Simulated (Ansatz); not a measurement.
# La2O: geometry relaxation (part 2 of 2)

La2O (P-3m1, 3 atoms in the cell); DFT PBE, scalar-relativistic, plane waves, PAW, no spin polarisation (Ansatz 0.2.0); cutoff 420 eV, 6×6×6 k-mesh, Gaussian smearing of 0.1 eV. The structure was made by a generator, so it may or may not be a known phase.

Geometry of the input (Å; fractional positions):
```
4.6707  0.0000  0.0000
-2.3354  4.0450  0.0000
0.0000  0.0000  3.4371
La 0.3333  0.6667  0.4500
La 0.6667  0.3333  0.5500
O  0.0000  0.0000  0.0000
```

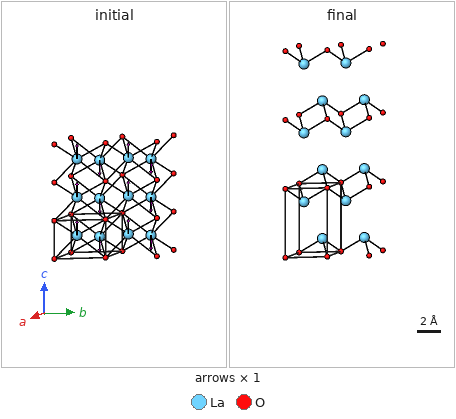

Fig. 1: Before (left) and after (right) the relaxation, at one scale (ball-and-stick view of the cell of the calculation, repeated 1 × 2 × 3, seen slightly off an axis). The pink arrows give the displacements (without the part carried along by the change of the cell), at true length. Over 30 geometry steps the energy falls by 1851 meV per atom. The largest force component goes from 1.5 to 0.0033 eV/Å. Pressure: 4.76 GPa at the start and 0.09 GPa at the end. The line search rejected the trial steps at points 13, 18 (counted from 0) and went back. 2 further SCFs at an unchanged geometry re-selected the plane-wave basis for the new cell. The largest moves relative to the cell, 1.44 Å, are those of La1 and La2. O stays in place. The drawn cell changes as follows: a = b 4.671 → 3.815 Å (−18.3 %), c 3.437 → 6.198 Å (+80.3 %); the volume changes by +20.3 %. Distances before and after: La1–O3 3.293 → 5.326 Å. Among the angles that change: O3–La1–O3 97.4° → 95.2°, La1–O3–La1 97.4° → 95.2°, La1–O3–La2 82.6° → 84.8°. The space group stays P-3m1 (No. 164). The energy change given includes the shifts at the re-selections in mid-walk, which come without any move. A last SCF at the same geometry on a re-selected plane-wave basis shifts the energy by −3.5 meV per atom. (Atoms are counted from 1 in the order of the input.)

```
basis re-selected at this cell: Δ(F+E_penalty+E_count) = -1.037e-2 eV, ΔP = +0.103 GPa vs the last step (what re-selecting the basis moved, of the pressure what is left beyond the Pulay correction that the steps carried, after the strain that the cell walked since its last selection, with what the two solves' SCF thresholds leave and, on support functions, any second-order correction that the steps lacked; it is no measure of the basis error at this ecutwfc). The dense FFT grid was sized anew with the basis: this SCF ran on 27×27×45 points, the steps before it on 27×27×40, so part of this shift can come from that change (see relax.cell in the input reference). This SCF's stress stands 3.72e-1 GPa from its target on what of the cell is left free (relax.cell.stress_tol is 4.00e-1 GPa) and its largest allowed force component is 3.31e-3 eV/Å (relax.f_tol is 4.00e-2 eV/Å): within both
SCF converged after 5 iterations
Free energy (F): -13070.248504 eV
Harris-Foulkes:  -13070.248504 eV  (|F-HF|=8.91e-11)
Internal energy: -13070.226977 eV  (E = F + TS)
E sigma→0 (E₀):  -13070.237741 eV
Entropy (-TS):   -0.021528 eV (-7.176 meV/atom)
Fermi energy:    11.463712 eV
--- Per-component energies (eV) ---
  E_band       = -77.238623
  E_kinetic    = 560.342775
  E_local      = -1254.892052  (includes V_loc(G=0)·N_el)
  E_nonlocal   = 239.291581
  E_hartree    = 465.254291
  E_xc         = -352.829140
  E_vxc        = -389.818777  (∫ρ·V_xc dr)
  E_paw        = -10990.861454  (= ΣΔE_a)
  E_vpaw       = -162.673376  (= ΣTr[D̂ρ^β])
  E_aug_tail   = 0.002395  (compensation charges beyond the density's cutoff)
  E_ewald      = -1736.535372
  E_smearing   = -0.021528  (= −TS)
  E_closure    = -0.000000  (closes the sum)
  Σ components = -13070.248504   (vs F -13070.248504, Δ=0.00e0)
--- Forces (eV/Å), atoms counted from 1 ---
  atom   1  La     0.00000000     0.00000000     0.00331154
  atom   2  La    -0.00000000    -0.00000000    -0.00331154
  atom   3  O     -0.00000000     0.00000000     0.00000000
  max |Σ_I F_I| component: 9.25e-18 eV/Å
--- Stress (GPa, compression-positive) ---
       -0.047461      -0.000000       0.000000
        0.000000      -0.047461      -0.000000
        0.000000      -0.000000       0.372303
  P = ⅓ Tr σ = 0.0925 GPa (0.925 kbar)
--- Band table (eV; the first three rows and the last of 34) ---
  k-point 0: bands = ["-21.5285", "-21.2425", "-8.1870", "-4.7597", "-4.7529", "-4.7529", "-4.5595", "-4.5595", "-4.4724", "6.1042", "6.3349", "6.3349", "9.3354", "11.2697", "12.5840", "12.5840", "12.7230", "12.8843"]
  k-point 1: bands = ["-21.5221", "-21.2495", "-8.1734", "-4.7737", "-4.7468", "-4.7468", "-4.5657", "-4.5657", "-4.4819", "6.0953", "6.3293", "6.3293", "9.5390", "11.2967", "12.4758", "12.5475", "12.5475", "12.8635"]
  k-point 2: bands = ["-21.5081", "-21.2647", "-8.1459", "-4.8046", "-4.7333", "-4.7333", "-4.5796", "-4.5796", "-4.4983", "6.0789", "6.3184", "6.3184", "10.0795", "11.3013", "11.9758", "12.4785", "12.4785", "12.8995"]
  k-point 33: bands = ["-21.2464", "-21.2464", "-8.4332", "-5.7376", "-5.7376", "-5.1871", "-4.6666", "-4.6666", "-4.1688", "6.7527", "6.7527", "7.0333", "11.5861", "11.8152", "11.8152", "12.1644", "12.1644", "12.4218"]
--- Relaxed structure (31 steps of the walk, 29 accepted, 3 SCFs on fresh bases) ---
  F+E_penalty+E_count = -13070.24850444 eV   max|allowed force component| = 3.312e-3 eV/Å   (the final SCF, on the basis selected at the relaxed cell)
  cell:  # Å, volume = 78.1143 Å³
    - [3.814688808747558, 2.3576672087530533e-9, -2.624986296777186e-33]
    - [-1.9073444064155785, 3.3036174147287487, -6.161322917937323e-32]
    - [-1.9316935571469257e-33, -5.346982663335292e-32, 6.198432903517369]
  atoms:
    - { symbol: La, position: [0.3333333333333333, 0.6666666666666665, 0.2175777736851349] }
    - { symbol: La, position: [0.6666666666666666, 0.3333333333333333, 0.7824222263148651] }
    - { symbol: O, position: [9.859015131255696e-35, 2.1636552284310567e-34, -6.729329468786094e-19] }
```

## Trajectory as extended XYZ (Å, eV, eV/Å), 34 frames, from step=1 to step=34
```
3
Lattice="4.6707 0.0000 0.0000 -2.3354 4.0450 0.0000 0.0000 0.0000 3.4371" Properties=species:S:1:pos:R:3:forces:R:3 step=1 energy=-13064.68559 pressure_GPa=4.76
La    0.0000    2.6967    1.5467    0.0000   0.0000  -1.5114
La    2.3354    1.3483    1.8904    0.0000   0.0000   1.5114
O     0.0000    0.0000    0.0000    0.0000   0.0000   0.0000
3
Lattice="4.8285 0.0000 0.0000 -2.4143 4.1816 0.0000 0.0000 0.0000 3.3100" Properties=species:S:1:pos:R:3:forces:R:3 step=2 energy=-13065.47828 pressure_GPa=-2.27
La    0.0000    2.7877    1.3017    0.0000   0.0000  -1.6465
La    2.4143    1.3939    2.0083    0.0000   0.0000   1.6465
O     0.0000    0.0000    0.0000    0.0000   0.0000   0.0000
3
Lattice="4.8038 0.0000 0.0000 -2.4019 4.1602 0.0000 0.0000 0.0000 3.2754" Properties=species:S:1:pos:R:3:forces:R:3 step=3 energy=-13066.08251 pressure_GPa=-2.35
La    0.0000    2.7734    1.1020    0.0000   0.0000  -1.2978
La    2.4019    1.3867    2.1734    0.0000   0.0000   1.2978
O     0.0000    0.0000    0.0000    0.0000   0.0000   0.0000
3
Lattice="4.7107 0.0000 0.0000 -2.3554 4.0796 0.0000 0.0000 0.0000 3.3261" Properties=species:S:1:pos:R:3:forces:R:3 step=4 energy=-13066.61066 pressure_GPa=-1.12
La    0.0000    2.7197    0.9326    0.0000   0.0000  -0.5496
La    2.3554    1.3599    2.3934    0.0000   0.0000   0.5496
O     0.0000    0.0000    0.0000    0.0000   0.0000   0.0000
3
Lattice="4.5822 0.0000 0.0000 -2.2911 3.9683 0.0000 0.0000 0.0000 3.4979" Properties=species:S:1:pos:R:3:forces:R:3 step=5 energy=-13067.00791 pressure_GPa=-0.02
La    0.0000    2.6455    0.9233    0.0000   0.0000  -0.4676
La    2.2911    1.3228    2.5746    0.0000   0.0000   0.4676
O     0.0000    0.0000    0.0000    0.0000   0.0000   0.0000
3
Lattice="4.4679 0.0000 0.0000 -2.2339 3.8693 0.0000 0.0000 0.0000 3.6655" Properties=species:S:1:pos:R:3:forces:R:3 step=6 energy=-13067.43399 pressure_GPa=1.91
La    0.0000    2.5795    0.8916    0.0000   0.0000  -0.5019
La    2.2339    1.2898    2.7739    0.0000   0.0000   0.5019
O     0.0000    0.0000    0.0000    0.0000   0.0000   0.0000
3
Lattice="4.3763 0.0000 0.0000 -2.1881 3.7900 0.0000 0.0000 0.0000 3.8334" Properties=species:S:1:pos:R:3:forces:R:3 step=7 energy=-13067.84394 pressure_GPa=3.84
La    0.0000    2.5266    0.8651    0.0000   0.0000   0.1857
La    2.1881    1.2633    2.9682    0.0000   0.0000  -0.1857
O     0.0000    0.0000    0.0000    0.0000   0.0000   0.0000
3
Lattice="4.3235 0.0000 0.0000 -2.1618 3.7443 0.0000 0.0000 0.0000 4.0012" Properties=species:S:1:pos:R:3:forces:R:3 step=8 energy=-13068.19972 pressure_GPa=2.09
La    0.0000    2.4962    0.9207    0.0000   0.0000   0.1172
La    2.1618    1.2481    3.0805    0.0000   0.0000  -0.1172
O     0.0000    0.0000    0.0000    0.0000   0.0000   0.0000
3
Lattice="4.2239 0.0000 0.0000 -2.1119 3.6580 0.0000 0.0000 0.0000 4.1694" Properties=species:S:1:pos:R:3:forces:R:3 step=9 energy=-13068.52256 pressure_GPa=1.71
La    0.0000    2.4387    0.9798    0.0000   0.0000   0.0760
La    2.1119    1.2193    3.1897    0.0000   0.0000  -0.0760
O     0.0000    0.0000    0.0000    0.0000   0.0000   0.0000
3
Lattice="4.1276 0.0000 0.0000 -2.0638 3.5746 0.0000 0.0000 0.0000 4.3383" Properties=species:S:1:pos:R:3:forces:R:3 step=10 energy=-13068.74604 pressure_GPa=1.37
La    0.0000    2.3831    1.0394    0.0000   0.0000  -0.0157
La    2.0638    1.1915    3.2989    0.0000   0.0000   0.0157
O     0.0000    0.0000    0.0000    0.0000   0.0000   0.0000
3
Lattice="4.0493 0.0000 0.0000 -2.0246 3.5068 0.0000 0.0000 0.0000 4.5079" Properties=species:S:1:pos:R:3:forces:R:3 step=11 energy=-13068.86571 pressure_GPa=1.04
La    0.0000    2.3378    1.0796    0.0000   0.0000   0.2013
La    2.0246    1.1689    3.4284    0.0000   0.0000  -0.2013
O     0.0000    0.0000    0.0000    0.0000   0.0000   0.0000
3
Lattice="3.9750 0.0000 0.0000 -1.9875 3.4424 0.0000 0.0000 0.0000 4.6798" Properties=species:S:1:pos:R:3:forces:R:3 step=12 energy=-13068.91175 pressure_GPa=-0.45
La    0.0000    2.2949    1.1418    0.0000   0.0000   0.0938
La    1.9875    1.1475    3.5379    0.0000   0.0000  -0.0938
O     0.0000    0.0000    0.0000    0.0000   0.0000   0.0000
3
Lattice="3.9680 0.0000 0.0000 -1.9840 3.4364 0.0000 0.0000 0.0000 4.6639" Properties=species:S:1:pos:R:3:forces:R:3 step=13 energy=-13068.91532 pressure_GPa=-0.35
La    0.0000    2.2909    1.1470    0.0000   0.0000   0.0936
La    1.9840    1.1455    3.5169    0.0000   0.0000  -0.0936
O     0.0000    0.0000    0.0000    0.0000   0.0000   0.0000
3
Lattice="3.8317 0.0000 0.0000 -1.9159 3.3184 0.0000 0.0000 0.0000 4.5487" Properties=species:S:1:pos:R:3:forces:R:3 step=14 energy=-13068.91193 pressure_GPa=2.84 accepted=F
La    0.0000    2.2122    1.2625    0.0000   0.0000  -0.3700
La    1.9159    1.1061    3.2862    0.0000   0.0000   0.3700
O     0.0000    0.0000    0.0000    0.0000   0.0000   0.0000
3
Lattice="3.9421 0.0000 0.0000 -1.9710 3.4139 0.0000 0.0000 0.0000 4.6517" Properties=species:S:1:pos:R:3:forces:R:3 step=15 energy=-13068.92269 pressure_GPa=-0.43
La    0.0000    2.2760    1.1721    0.0000   0.0000   0.0225
La    1.9710    1.1380    3.4797    0.0000   0.0000  -0.0225
O     0.0000    0.0000    0.0000    0.0000   0.0000   0.0000
3
Lattice="3.9140 0.0000 0.0000 -1.9570 3.3897 0.0000 0.0000 0.0000 4.6435" Properties=species:S:1:pos:R:3:forces:R:3 step=16 energy=-13068.92756 pressure_GPa=-0.15
La    0.0000    2.2598    1.1922    0.0000   0.0000   0.0897
La    1.9570    1.1299    3.4512    0.0000   0.0000  -0.0897
O     0.0000    0.0000    0.0000    0.0000   0.0000   0.0000
3
Lattice="3.8252 0.0000 0.0000 -1.9126 3.3127 0.0000 0.0000 0.0000 4.6208" Properties=species:S:1:pos:R:3:forces:R:3 step=17 energy=-13068.94309 pressure_GPa=2.09
La    0.0000    2.2085    1.2504    0.0000   0.0000   0.0448
La    1.9126    1.1042    3.3704    0.0000   0.0000  -0.0448
O     0.0000    0.0000    0.0000    0.0000   0.0000   0.0000
3
Lattice="3.8604 0.0000 0.0000 -1.9302 3.3432 0.0000 0.0000 0.0000 4.6563" Properties=species:S:1:pos:R:3:forces:R:3 step=18 energy=-13068.94772 pressure_GPa=-0.06
La    0.0000    2.2288    1.2414    0.0000   0.0000   0.0869
La    1.9302    1.1144    3.4149    0.0000   0.0000  -0.0869
O     0.0000    0.0000    0.0000    0.0000   0.0000   0.0000
3
Lattice="3.8315 0.0000 0.0000 -1.9157 3.3182 0.0000 0.0000 0.0000 4.6984" Properties=species:S:1:pos:R:3:forces:R:3 step=19 energy=-13068.94426 pressure_GPa=-0.63 accepted=F
La    0.0000    2.2121    1.2775    0.0000   0.0000  -0.1432
La    1.9157    1.1061    3.4209    0.0000   0.0000   0.1432
O     0.0000    0.0000    0.0000    0.0000   0.0000   0.0000
3
Lattice="3.8508 0.0000 0.0000 -1.9254 3.3349 0.0000 0.0000 0.0000 4.6578" Properties=species:S:1:pos:R:3:forces:R:3 step=20 energy=-13068.94915 pressure_GPa=-0.01
La    0.0000    2.2233    1.2522    0.0000   0.0000   0.0006
La    1.9254    1.1116    3.4056    0.0000   0.0000  -0.0006
O     0.0000    0.0000    0.0000    0.0000   0.0000   0.0000
3
Lattice="3.8508 0.0000 0.0000 -1.9254 3.3349 0.0000 0.0000 0.0000 4.6578" Properties=species:S:1:pos:R:3:forces:R:3 step=21 energy=-13069.33261 pressure_GPa=4.84
La    0.0000    2.2233    1.2522    0.0000   0.0000  -0.0015
La    1.9254    1.1116    3.4056    0.0000   0.0000   0.0015
O     0.0000    0.0000    0.0000    0.0000   0.0000   0.0000
3
Lattice="3.8452 0.0000 0.0000 -1.9226 3.3300 0.0000 0.0000 0.0000 4.7421" Properties=species:S:1:pos:R:3:forces:R:3 step=22 energy=-13069.41591 pressure_GPa=4.02
La    0.0000    2.2200    1.2675    0.0000   0.0000  -0.0110
La    1.9226    1.1100    3.4746    0.0000   0.0000   0.0110
O     0.0000    0.0000    0.0000    0.0000   0.0000   0.0000
3
Lattice="3.8188 0.0000 0.0000 -1.9094 3.3072 0.0000 0.0000 0.0000 4.8710" Properties=species:S:1:pos:R:3:forces:R:3 step=23 energy=-13069.52573 pressure_GPa=3.76
La    0.0000    2.2048    1.2946    0.0000   0.0000  -0.0259
La    1.9094    1.1024    3.5764    0.0000   0.0000   0.0259
O     0.0000    0.0000    0.0000    0.0000   0.0000   0.0000
3
Lattice="3.8147 0.0000 0.0000 -1.9073 3.3036 0.0000 0.0000 0.0000 5.0428" Properties=species:S:1:pos:R:3:forces:R:3 step=24 energy=-13069.65423 pressure_GPa=3.36
La    0.0000    2.2024    1.3091    0.0000   0.0000  -0.0337
La    1.9073    1.1012    3.7338    0.0000   0.0000   0.0337
O     0.0000    0.0000    0.0000    0.0000   0.0000   0.0000
3
Lattice="3.8236 0.0000 0.0000 -1.9118 3.3113 0.0000 0.0000 0.0000 5.2103" Properties=species:S:1:pos:R:3:forces:R:3 step=25 energy=-13069.76807 pressure_GPa=3.02
La    0.0000    2.2076    1.3159    0.0000   0.0000  -0.2737
La    1.9118    1.1038    3.8945    0.0000   0.0000   0.2737
O     0.0000    0.0000    0.0000    0.0000   0.0000   0.0000
3
Lattice="3.8749 0.0000 0.0000 -1.9374 3.3557 0.0000 0.0000 0.0000 5.3807" Properties=species:S:1:pos:R:3:forces:R:3 step=26 energy=-13069.90645 pressure_GPa=2.22
La    0.0000    2.2372    1.2640    0.0000   0.0000  -0.1240
La    1.9374    1.1186    4.1167    0.0000   0.0000   0.1240
O     0.0000    0.0000    0.0000    0.0000   0.0000   0.0000
3
Lattice="3.9173 0.0000 0.0000 -1.9587 3.3925 0.0000 0.0000 0.0000 5.5501" Properties=species:S:1:pos:R:3:forces:R:3 step=27 energy=-13069.94865 pressure_GPa=0.83
La    0.0000    2.2617    1.2200    0.0000   0.0000   0.3985
La    1.9587    1.1308    4.3301    0.0000   0.0000  -0.3985
O     0.0000    0.0000    0.0000    0.0000   0.0000   0.0000
3
Lattice="3.8722 0.0000 0.0000 -1.9361 3.3534 0.0000 0.0000 0.0000 5.6867" Properties=species:S:1:pos:R:3:forces:R:3 step=28 energy=-13069.98570 pressure_GPa=-0.14
La    0.0000    2.2356    1.2832    0.0000   0.0000  -0.0476
La    1.9361    1.1178    4.4034    0.0000   0.0000   0.0476
O     0.0000    0.0000    0.0000    0.0000   0.0000   0.0000
3
Lattice="3.8617 0.0000 0.0000 -1.9309 3.3444 0.0000 0.0000 0.0000 5.7422" Properties=species:S:1:pos:R:3:forces:R:3 step=29 energy=-13069.98694 pressure_GPa=-0.29
La    0.0000    2.2296    1.2878    0.0000   0.0000  -0.0014
La    1.9309    1.1148    4.4544    0.0000   0.0000   0.0014
O     0.0000    0.0000    0.0000    0.0000   0.0000   0.0000
3
Lattice="3.8617 0.0000 0.0000 -1.9309 3.3444 0.0000 0.0000 0.0000 5.7422" Properties=species:S:1:pos:R:3:forces:R:3 step=30 energy=-13070.15361 pressure_GPa=2.04
La    0.0000    2.2296    1.2878    0.0000   0.0000  -0.0006
La    1.9309    1.1148    4.4544    0.0000   0.0000   0.0006
O     0.0000    0.0000    0.0000    0.0000   0.0000   0.0000
3
Lattice="3.8535 0.0000 0.0000 -1.9268 3.3372 0.0000 0.0000 0.0000 5.9141" Properties=species:S:1:pos:R:3:forces:R:3 step=31 energy=-13070.20583 pressure_GPa=0.89
La    0.0000    2.2248    1.3143    0.0000   0.0000  -0.0647
La    1.9268    1.1124    4.5998    0.0000   0.0000   0.0647
O     0.0000    0.0000    0.0000    0.0000   0.0000   0.0000
3
Lattice="3.8322 0.0000 0.0000 -1.9161 3.3188 0.0000 0.0000 0.0000 6.0859" Properties=species:S:1:pos:R:3:forces:R:3 step=32 energy=-13070.23379 pressure_GPa=0.36
La    0.0000    2.2125    1.3322    0.0000   0.0000   0.0006
La    1.9161    1.1063    4.7537    0.0000   0.0000  -0.0006
O     0.0000    0.0000    0.0000    0.0000   0.0000   0.0000
3
Lattice="3.8147 0.0000 0.0000 -1.9073 3.3036 0.0000 0.0000 0.0000 6.1984" Properties=species:S:1:pos:R:3:forces:R:3 step=33 energy=-13070.23814 pressure_GPa=-0.01
La    0.0000    2.2024    1.3486    0.0000   0.0000   0.0036
La    1.9073    1.1012    4.8498    0.0000   0.0000  -0.0036
O     0.0000    0.0000    0.0000    0.0000   0.0000   0.0000
3
Lattice="3.8147 0.0000 0.0000 -1.9073 3.3036 0.0000 0.0000 0.0000 6.1984" Properties=species:S:1:pos:R:3:forces:R:3 step=34 energy=-13070.24850 pressure_GPa=0.09
La    0.0000    2.2024    1.3486    0.0000   0.0000   0.0033
La    1.9073    1.1012    4.8498    0.0000   0.0000  -0.0033
O     0.0000    0.0000    0.0000    0.0000   0.0000   0.0000
```

## Key numbers

- outcome: converged
- space group (tolerance 0.01 Å): P-3m1 (164)
- electrons treated: 28
- free energy: −13070.2485 eV
- Fermi energy: 11.464 eV
- gap on the k-point mesh: none (metallic)
- pressure: 0.09 GPa
- final volume: 78.11 Å³
- largest force (length of the vector) at the end: 0.003 eV/Å
- final cell: a = 3.815 Å, b = 3.815 Å, c = 6.198 Å, α = 90.00°, β = 90.00°, γ = 120.00°
- hardware: 1 thread of Intel Xeon (Sapphire Rapids), 64 GiB of memory available, shared host
- wall time: 92 s
- peak memory: 0.45 GiB
